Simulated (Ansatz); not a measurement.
## MgO (Periclase): the dielectric response by several routes

How strongly does MgO (Periclase) screen? Routes: perturbation theory, a sum over states and the RPA step of G0W0.

Calculated with Ansatz 0.2.0; linear response on PBE, plane waves, PAW.

The database entry behind the starting cell differs from later determinations by our own check (about 0.1 % long), so it need not match the best structure at ambient conditions.

## (1) The structure

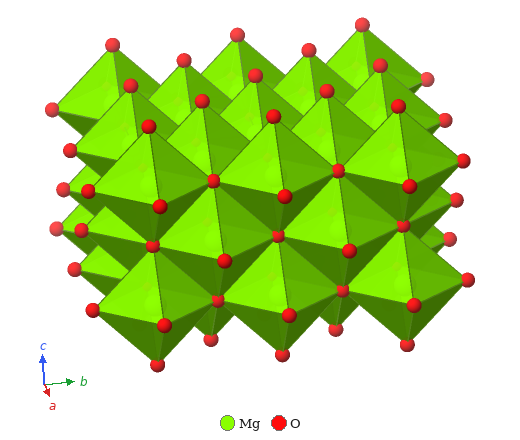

The starting structure, seen slightly off an axis (magnesium green, oxygen red). 2×2×1 cells are drawn. This picture shows the conventional cell, with its axes. Some periodic images of atoms are drawn too.

The cell and positions come from the Crystallography Open Database and are kept as given unless a step says otherwise. The default PAW set here is soft_2. Its files were made with PBE.

## (2) Response to a homogeneous field

The response to a uniform field gives ε∞, a yardstick for the screening that GW builds on its mesh.

This step: dielectric response by perturbation theory, PBE, plane waves, PAW.

Contents of input.yaml:

```yaml
crystal:
  lattice:
    - [0.0, 2.1085, 2.1085]
    - [2.1085, 0.0, 2.1085]
    - [2.1085, 2.1085, 0.0]
  atoms:
    - { symbol: Mg, position: [0.0, 0.0, 0.0] }
    - { symbol: O, position: [0.5, 0.5, 0.5] }
kpoints:
  mp_grid: { grid: [8, 8, 8] }
hamiltonian:
  xc: pbe
scf:
  occupations: { method: fixed }
dielectric: {}
```

The run is started by

```bash
ansatz run input.yaml --threads 3 --pin off --max-ram 92160MiB --backend cuda --events-out ev --progress --plain --runs-dir out --devices 1 --max-vram 13GiB  # rebuilt from the run's record
```

Numbers of over 12 decimals in the logs are rounded to 6 here.

The program printed:

```text
GPUs: using 1 of 1 available (devices: 1).
Engine: ansatz 0.2.0, x86_64-unknown-linux-gnu
Pseudopotentials: kind: paw
Pseudopotential: Mg, paw, valence charge 10, recommended cutoff 420 eV (normal), Mg.paw.azcp
Pseudopotential: O, paw, valence charge 6, recommended cutoff 420 eV (normal), O.paw.azcp
Functional definition: PBE
  parameter kappa = 0.804
  parameter beta = 0.066725
  exchange = pbe_x(kappa = kappa, mu = beta*pi^2/3)
  correlation = pbe_c(beta = beta)
device memory: the entry about to start is reckoned to put 0.7 GiB on a device that reports 27.2 GiB free (of which the cap on the GPU budget leaves the run 13.0 GiB)
GPU FFT provider: cuFFT
GPU libraries: cuBLAS 13.8.2, cuFFT 12.4.0, cuSOLVER 12.3.4
Crystal: 2 atoms, lattice volume = 18.748 Å³
Basis set: ecut = 420 eV, 339 PW (Γ), exchange–correlation on 40×40×40 points (8 copies of the dense FFT grid, shifted against one another)
Bands: 12, of which v1, the nominal top of the filled ones, is band 8 counted from 1 (7 counted from 0)
Symmetry: 48 space group operations
k-points: 59 of 512 (irreducible under 8 space group operations, time reversal used)
Non-local potential: Mg, projectors of the file, l = 0: 3, l = 1: 2, l = 2: 1
Non-local potential: O, projectors of the file, l = 0: 2, l = 1: 2, l = 2: 1
PAW form: soft (Blöchl's): semilocal exchange-correlation on the pseudo side does not see the compensation charge
PAW one-centre angular grid: Mg, 110 points (default); XC on 64 Gauss nodes
PAW one-centre angular grid: O, 110 points (default); XC on 64 Gauss nodes
Initial density: superposition of atomic densities (neutral atoms: chi_scale 0, normalization atom), corrected by the library's trained network
Initial wavefunctions: pseudopotential atomic-orbital guess
GPU buffer pool allocated for 8000 grid points (all kernels)
GPU transforms: local potential and band sums: pruned to the plane-wave sphere, on 20×20×20
Functional: x = pbe(κ = 0.804, μ = 0.219515), c = pbe(β = 0.066725)
SCF iter   1: F=—  HF=-2494.132306 eV  |F-HF|=—  |Δ(HF+E_count)|=         —  Δρ=5.56e-4  dr2=6.37e-6  ethr=1.77e-3  ⟨swp⟩=4.0  Hψ=3840  notcnv=0  defer=32
preconditioner: auto → none  [insulator: Δε(μ)=4.708 eV  Ē_g=18.502 eV  n_scr=8 (ndim 8)  ℏωp=24.3 eV  f_vac=0.000  ε∞_Penn≈2.7]
SCF iter   2: F=—  HF=-2494.132618 eV  |F-HF|=—  |Δ(HF+E_count)|=   3.12e-4  Δρ=3.34e-4  dr2=5.46e-6  ethr=3.98e-8  ⟨swp⟩=3.4  Hψ=2085  notcnv=0  defer=114
SCF iter   3: F=—  HF=-2494.132643 eV  |F-HF|=—  |Δ(HF+E_count)|=   2.52e-5  Δρ=1.81e-4  dr2=1.08e-6  ethr=3.41e-8  ⟨swp⟩=2.3  Hψ=1122  notcnv=0  defer=27
SCF iter   4: F=—  HF=-2494.132681 eV  |F-HF|=—  |Δ(HF+E_count)|=   3.87e-5  Δρ=5.84e-5  dr2=4.10e-7  ethr=6.77e-9  ⟨swp⟩=2.0  Hψ=1135  notcnv=0  defer=8
SCF iter   5: F=—  HF=-2494.132682 eV  |F-HF|=—  |Δ(HF+E_count)|=   4.52e-7  Δρ=1.83e-5  dr2=2.59e-8  ethr=2.56e-9  ⟨swp⟩=2.0  Hψ=935  notcnv=0  defer=8
SCF iter   6: F=-2494.132682 eV  HF=-2494.132682 eV  |F-HF|=4.27e-11  |Δ(HF+E_count)|=   1.41e-8  Δρ=1.14e-6  dr2=6.53e-11  ethr=1.00e-12  ⟨swp⟩=3.9  Hψ=3531  notcnv=0
SCF 1 converged in 6 iterations: F = -2494.132682 eV  dr2 = 6.53e-11
  greatest PAW one-centre occupation: 1.000 electrons in one spin orbital (limit 2), on the Mg atom at site 0 (counted from 0), in its partial waves of l = 0
the response reads at least the filled bands of the reference SCF and the lowest empty band at each k-point, and that SCF's band table does not vouch for those bands. The notice of the band table in this run's record says why
device memory: the entry about to start is reckoned to put 0.1 GiB on a device that reports 29.8 GiB free (of which the cap on the GPU budget leaves the run 13.0 GiB)
device memory: the entry about to start is reckoned to put 0.6 GiB on a device that reports 29.9 GiB free (of which the cap on the GPU budget leaves the run 13.0 GiB)
DFPT response loops at Γ: preconditioner auto → none (the input reference at scf.mixing.eps_inf says where Resta's filter doesn't serve); β = 0.50; Broyden in place of MSR1
── the response to a field inside a basis, on 8×8×8 k-points: an SCF that follows is theirs, and a resumed run solves both again ──
device memory: the entry about to start is reckoned to put 0.1 GiB on a device that reports 27.7 GiB free (of which the cap on the GPU budget leaves the run 13.0 GiB)
GPU FFT provider: cuFFT
GPU libraries: cuBLAS 13.8.2, cuFFT 12.4.0, cuSOLVER 12.3.4
Bands: 9, of which v1, the nominal top of the filled ones, is band 8 counted from 1 (7 counted from 0)
k-points: 60 of 512 (irreducible under 12 space group operations)
Initial density: handed on by an earlier stage of this run
Initial wavefunctions: pseudopotential atomic-orbital guess (no wavefunctions were taken with the density)
GPU buffer pool allocated for 8000 grid points (all kernels)
GPU transforms: band sums: pruned to the plane-wave sphere, on 20×20×20
Eigensolver: Dense (60 Hₖ)
SCF iter   1: F=—  HF=-2494.135617 eV  |F-HF|=—  |Δ(HF+E_count)|=         —  Δρ=7.28e-4  dr2=1.46e-5  ethr=1.00e-1
preconditioner: auto → none  [insulator: Δε(μ)=5.005 eV  Ē_g=14.589 eV  n_scr=8 (ndim 8)  ℏωp=24.3 eV  f_vac=0.000  ε∞_Penn≈3.8]
SCF iter   2: F=—  HF=-2494.135629 eV  |F-HF|=—  |Δ(HF+E_count)|=   1.21e-5  Δρ=3.35e-4  dr2=5.23e-6  ethr=9.13e-8
SCF iter   3: F=—  HF=-2494.135633 eV  |F-HF|=—  |Δ(HF+E_count)|=   4.07e-6  Δρ=1.59e-4  dr2=8.57e-7  ethr=3.27e-8
SCF iter   4: F=-2494.135634 eV  HF=-2494.135634 eV  |F-HF|=9.54e-9  |Δ(HF+E_count)|=   9.43e-7  Δρ=1.06e-5  dr2=5.04e-9  ethr=5.36e-9
SCF 1 converged in 4 iterations: F = -2494.135634 eV  dr2 = 5.04e-9
device memory: the entry about to start is reckoned to put 0.1 GiB on a device that reports 29.1 GiB free (of which the cap on the GPU budget leaves the run 13.0 GiB)
device memory: the entry about to start is reckoned to put 0.2 GiB on a device that reports 29.1 GiB free (of which the cap on the GPU budget leaves the run 13.0 GiB)
DFPT response loops at Γ: mixed as the last ones told, above
SCF converged after 6 iterations
Free energy (F): -2494.132682 eV
Harris-Foulkes:  -2494.132682 eV  (|F-HF|=4.27e-11)
Internal energy: -2494.132682 eV  (E = F + TS)
E sigma→0 (E₀):  -2494.132682 eV
Fermi energy:    8.091480 eV
--- Per-component energies (eV) ---
  E_band       = -293.271073
  E_kinetic    = 255.750023
  E_local      = -1604.633378  (includes V_loc(G=0)·N_el)
  E_nonlocal   = 142.806256
  E_hartree    = 555.153027
  E_xc         = -105.260225
  E_vxc        = -134.890688  (∫ρ·V_xc dr)
  E_paw        = -450.094029  (= ΣΔE_a)
  E_vpaw       = -62.611546  (= ΣTr[D̂ρ^β])
  E_aug_tail   = 0.002520  (compensation charges beyond the density's cutoff)
  E_ewald      = -1287.856876
  E_smearing   = -0.000000  (= −TS)
  E_closure    = 0.000000  (closes the sum)
  Σ components = -2494.132682   (vs F -2494.132682, Δ=0.00e0)
--- Band table (eV; the first three rows and the last of 59) ---
  k-point 0: bands = [... 4 lower, -9.1429, 8.0915, 8.0915, 8.0915, 12.8004, 23.8927, 23.8927, 23.8927]
  k-point 1: bands = [... 4 lower, -8.9755, 7.1411, 7.9892, 7.9892, 13.7133, 22.2083, 24.2477, 24.2477]
  k-point 2: bands = [... 4 lower, -8.5419, 5.4464, 7.7544, 7.7544, 15.1632, 20.6568, 24.7386, 24.7386]
  k-point 58: bands = [... 4 lower, -7.5522, 5.1702, 5.1702, 6.3330, 19.7290, 19.7290, 20.2311, 23.5853]
--- Dielectric response (ions clamped): 3 representative field directions + reference, inside a basis on a mesh of 512 k-points (Σ response iterations 15) ---
  ε∞ (high-frequency dielectric tensor):
        3.208820    -0.000000    -0.000000
       -0.000000     3.208820     0.000000
       -0.000000     0.000000     3.208820
  Born effective charges Z* (e; rows j = field, columns β = displacement):
    site 0:
         1.98692   -0.00000   -0.00000
         0.00000    1.98692   -0.00000
         0.00000    0.00000    1.98692
    site 1:
        -1.98692    0.00000    0.00000
        -0.00000   -1.98692    0.00000
        -0.00000   -0.00000   -1.98692
  Z* charge neutrality: 7.684e-4 e pre-enforcement
  solved inside a basis spanned on kpoints, on 8×8×8 k-points, its susceptibility summed on 12×12×12: ε∞ is read to err by 7.0e-3, Z* by 1.1e-2 e (field_mesh: kpoints solves on kpoints); Z* is corrected for what the basis lacks
```

Elapsed: 12 s, on 1 × NVIDIA H100 80GB HBM3 (shared by 6 runs) with 3 threads of AMD EPYC 7R13 (Zen 3), shared host; peak memory 0.99 GiB; 24 s of CPU time.

The column dr2 measures how far the density is from self-consistency, as an energy; F and HF (Harris–Foulkes) agree once it is small.

This step gave:

* stated error of ε∞: 0.007

One over ε∞ averages 0.31, somewhat over the quarter of exact exchange in PBE0.

High-frequency dielectric tensor:

```
3.21 0.00 0.00
0.00 3.21 0.00
0.00 0.00 3.21
```

Born effective charge (e), principal values of the symmetric part by kind of site:

```tsv
atom	atoms with these values	low	middle	high	mean
Mg1	1	1.99	1.99	1.99	1.99
O2	1	-1.99	-1.99	-1.99	-1.99
```

In full for O2:

```
-1.99  0.00  0.00
 0.00 -1.99  0.00
 0.00  0.00 -1.99
```

## (3) Independent-particle spectrum

The independent-particle spectrum shows where the oscillator strength lies, before excitons and local fields.

This step: independent-particle optics on PBE, plane waves, PAW.

input.yaml, the sections that differ from step 2:

```yaml
kpoints:
  mp_grid: { grid: [10, 10, 10] }
scf:
  occupations: { method: fixed }
  n_extra_bands: 12
output:
  optics: { e_range: [0, 25], de: 0.1, sigma: 0.2 }
# crystal, hamiltonian: as in step 2
# dielectric: removed
```

The program printed:

```text
[...]
GPUs: using 1 of 1 available (devices: 1).
[...]
GPU FFT provider: cuFFT
GPU libraries: cuBLAS 13.8.2, cuFFT 12.4.0, cuSOLVER 12.3.4
Crystal: 2 atoms, lattice volume = 18.748 Å³
Basis set: ecut = 420 eV, 339 PW (Γ)
Bands: 20, of which v1, the nominal top of the filled ones, is band 8 counted from 1 (7 counted from 0)
[... 1 set-up line as in the run before ...]
[...]
k-points: 47 of 1000
[...]
GPU buffer pool allocated for 8000 grid points (all kernels)
[...]
SCF iter   1: F=—  HF=-2494.132603 eV  |F-HF|=—  |Δ(HF+E_count)|=         —  Δρ=5.37e-4  dr2=6.17e-6  ethr=1.77e-3  ⟨swp⟩=4.3  Hψ=4144  notcnv=0  defer=387
[...]
SCF iter   7: F=-2494.132804 eV  HF=-2494.132804 eV  |F-HF|=1.82e-12  |Δ(HF+E_count)|=  1.96e-10  Δρ=1.10e-7  dr2=4.67e-13  ethr=1.00e-12  ⟨swp⟩=7.9  Hψ=4393  notcnv=0
SCF 1 converged in 7 iterations: F = -2494.132804 eV  dr2 = 4.67e-13
[...]
Optics k sum: 0 of 47 k-points
Optics k sum: 3 of 47 k-points
[...]
Optics k sum: 47 of 47 k-points
[...]
SCF converged after 7 iterations
Free energy (F): -2494.132804 eV
[...]
Internal energy: -2494.132804 eV  (E = F + TS)
E sigma→0 (E₀):  -2494.132804 eV
Fermi energy:    8.091367 eV
[...]
--- Band table (eV; the first three rows and the last of 47) ---
  k-point 0: bands = [... 4 lower, -9.1430, 8.0914, 8.0914, 8.0914, 12.8005, 23.8928, 23.8928, 23.8928, ... 8 higher]
  k-point 1: bands = [... 4 lower, -9.0346, 7.4422, 8.0243, 8.0243, 13.4282, 22.6385, 24.1302, 24.1302, ... 8 higher]
  k-point 2: bands = [... 4 lower, -8.7371, 6.1283, 7.8551, 7.8551, 14.6247, 21.1233, 24.6096, 24.6096, ... 8 higher]
  k-point 46: bands = [... 4 lower, -7.5584, 4.7915, 5.5907, 6.3718, 19.0942, 19.9089, 20.2628, 23.9923, ... 8 higher]
```

It took 6.6 s on 1 × NVIDIA H100 80GB HBM3 (shared by 6 runs) with 3 threads; peak memory 1 GiB; 13 s of CPU time.

Numbers from this step:

```yaml
eps_infinity_without_local_fields_xx_yy_zz: 3.261, 3.261, 3.261
electrons_in_the_f_sum_xx_yy_zz: 7.375, 7.375, 7.375
bands_in_the_explicit_sum_the_static_value_is_completed_to_all_bands: 20
```

The sum gives ε∞ = 3.26 without local fields.

The ε₂, xx=yy=zz has structure finer than the step of the table below, so its rows give means over 1 eV, whole bins alone (the curve runs from 0 to 25 eV). Peaks (eV: height): 8.8: 3.59, 11.1: 5.82, 15.2: 3.93.

Independent particles, no local fields, Gaussian width 0.2 eV. Table of ε₂, xx=yy=zz by photon energy; means over each step:

```tsv
photon energy (eV)	ε₂, xx=yy=zz
3	0
4	0.00109
5	0.440
6	0.951
7	1.26
8	1.96
9	3.35
10	2.88
11	5.02
12	3.38
13	2.58
14	2.41
15	3.36
16	2.74
17	2.37
18	2.28
19	0.951
20	0.638
21	0.811
22	0.509
23	0.400
24	0.310
```

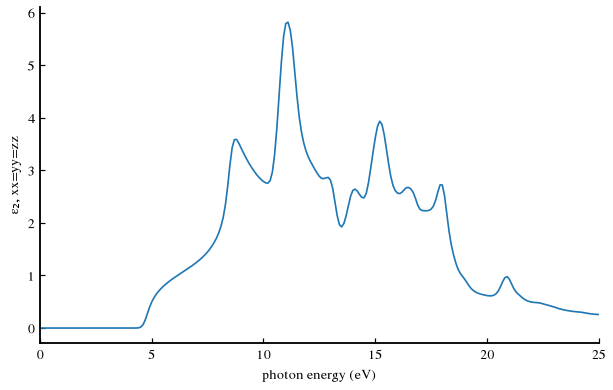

ε₂, xx=yy=zz, plotted against photon energy.

The loss function, xx=yy=zz has structure finer than the step of the table below, so its rows give means over 2 eV, whole bins alone (the curve runs from 0 to 25 eV). Peaks (eV: height): 20.3: 1.59, 23.3: 2.57.

Independent particles, no local fields, Gaussian width 0.2 eV. The loss function, xx=yy=zz by photon energy; means over each step:

```tsv
photon energy (eV)	loss function, xx=yy=zz
2	0
4	0.00304
6	0.0501
8	0.0821
10	0.140
12	0.270
14	0.325
16	0.346
18	0.414
20	1.14
22	1.84
24	2.19
```

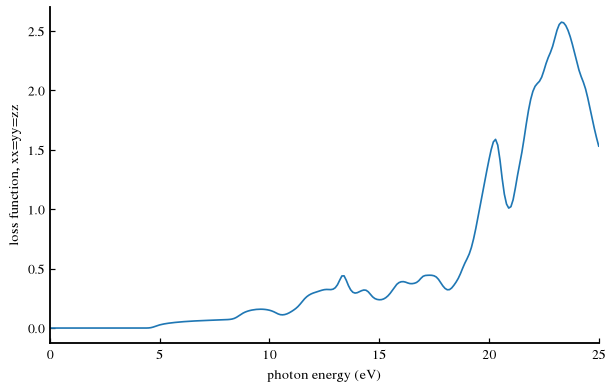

Loss function, xx=yy=zz against photon energy.

## (4) RPA screening from the G0W0 run

Now the one-shot GW correction: screening in the RPA, then the self-energy of the levels asked for.

This step: G0W0 on PBE, plane waves, PAW.

input.yaml, the sections that differ from step 3:

```yaml
kpoints:
  mp_grid: { grid: [6, 6, 6] }
scf:
  occupations: { method: fixed }
gw:
  n_empty_bands: 120
  ecut_chi: 200.0
  qp_bands: [v2, c2]
  qp_kpoints: band_edges
  screening: { model: contour_deformation }
# crystal, hamiltonian: as in step 3
# output: removed
```

The program printed:

```text
GPUs: using 1 of 1 available (devices: 1).
[...]
GPU FFT provider: cuFFT
GPU libraries: cuBLAS 13.8.2, cuFFT 12.4.0, cuSOLVER 12.3.4
Crystal: 2 atoms, lattice volume = 18.748 Å³
Basis set: ecut = 420 eV, 339 PW (Γ)
Bands: 12, of which v1, the nominal top of the filled ones, is band 8 counted from 1 (7 counted from 0)
[... 1 set-up line as in the run before ...]
[...]
k-points: 16 of 216
[...]
1    10     21.5566    -4.5360    -4.8453   -10.3646  0.8313    22.5502    22.5399  root
[...]
12     7      6.7586   -25.4740     4.2979   -19.4822  0.7832     5.0329     5.0646  root
    12     8      6.7586   -25.4740     4.2979   -19.4822  0.7832     5.0329     5.0646  root
    12     9     17.2342    -3.8722    -4.2329    -8.8663  0.8570    17.9993    17.9954  root
    12    10     18.0452    -7.2596    -4.5013   -12.9721  0.8523    19.2668    19.2563  root
[key lines of the parts left out:]
SCF converged after 6 iterations
Free energy (F): -2494.132437 eV
Fermi energy:    8.092087 eV
```

Wall time 9.9 s (1 × NVIDIA H100 80GB HBM3 (shared by 6 runs) with 3 threads); peak memory 1 GiB; 12 s of CPU time.

This step gave:

| Property | Result |
| --- | --- |
| bands summed | 128 |
| RPA ε∞ on this mesh (eigenvalues) | 3.058, 3.058, 3.058 |
| plane waves in the screening matrix | 113 |
| G0W0 gap on the mesh | 7.215 eV |
| k of the valence top | 0, 0, 0 |
| k of the conduction bottom | 0, 0, 0 |
| starting gap on the mesh | 4.709 eV |
| least direct G0W0 gap on the computed points | 7.215 eV |

The gap on the mesh goes from 4.71 eV to 7.22 eV, a correction of +2.51 eV. Between the two edge states, bare exchange in place of the xc potential would open the gap by 10.26 eV, and correlation takes back 7.75 eV.

Mean over the mesh in bins of 0.25 1/Å. The static inverse dielectric function, diagonal by length of q+G:

```tsv
length of q+G (Å⁻¹)	static inverse dielectric function, diagonal
0.46	0.361
1.08	0.465
1.26	0.504
1.76	0.598
2.00	0.644
2.52	0.732
3.00	0.798
3.26	0.826
3.75	0.866
4.00	0.882
4.51	0.91
4.73	0.920
5.27	0.942
5.74	0.956
6.00	0.963
6.50	0.973
6.75	0.977
7.19	0.983
```

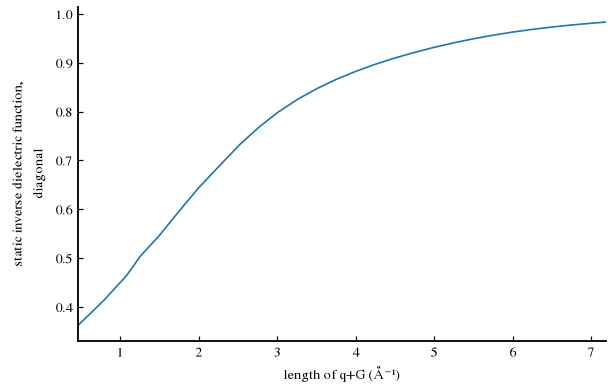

Static inverse dielectric function, diagonal against length of q+G.

## (5) The values together

Times are wall times on 1 × NVIDIA H100 80GB HBM3 (shared by 6 runs) with 3 threads of AMD EPYC 7R13 (Zen 3), shared host, good to a factor of about two.

```tsv
method	mesh	ε∞, low	middle	high	mean	time
perturbation theory (local fields and xc kernel)	8×8×8 (response on 512 points)	3.21	3.21	3.21	3.21	12 s
sum over states (no local fields)	10×10×10	3.26	3.26	3.26	3.26	6.6 s
RPA with local fields, on the GW mesh	6×6×6	3.06	3.06	3.06	3.06	9.9 s
```

## (6) Summary of results

```
perturbation theory (local fields and xc kernel) : 3.21, 3.21, 3.21
sum over states (no local fields)                : 3.26, 3.26, 3.26
RPA with local fields, on the GW mesh            : 3.06, 3.06, 3.06
```

Mean Born effective charge: Mg1 1.99, O2 -1.99 e. Distinct peaks of the ε₂, xx=yy=zz stand at 8.8, 11.1 and 15.2 eV; the one at 11.1 eV is strongest. The most distinct maxima of the loss function, xx=yy=zz lie at 20.3 and 23.3 eV, the highest at 23.3 eV. The sum without local fields gives 3.26 in the mean against 3.21 by perturbation theory; local fields lower ε∞ and the xc kernel gives part of it back, though the sum also carries the error of its own mesh. The RPA values on the 6×6×6 mesh average 0.95 times those of perturbation theory (means 3.06 and 3.21). Without the xc kernel RPA should lie a little lower, as the mean does. PBE usually puts the gap too low, which tends to raise ε∞. Ions are clamped, so the lattice part of the static constant is not in these numbers.

[Paths, hosts, dates, memory and timing lines, banners, echoed tables and standing remarks are left out of the program output.]

[Logs are printed without paths, hosts, clocks, repeated set-up lines and the standing remarks that a program may print on its own settings, such as how far it seeks lower states.]

[Runs of the session that timed out or met a known fault of the program may be left out.]

[Cells called generated may have been cut or substituted from an entry of the Crystallography Open Database or the Materials Project.]

[Hosts, paths, dates, database ids (printed as entryN), source tags and the programs' standing remarks are cut or masked in the printed files.]
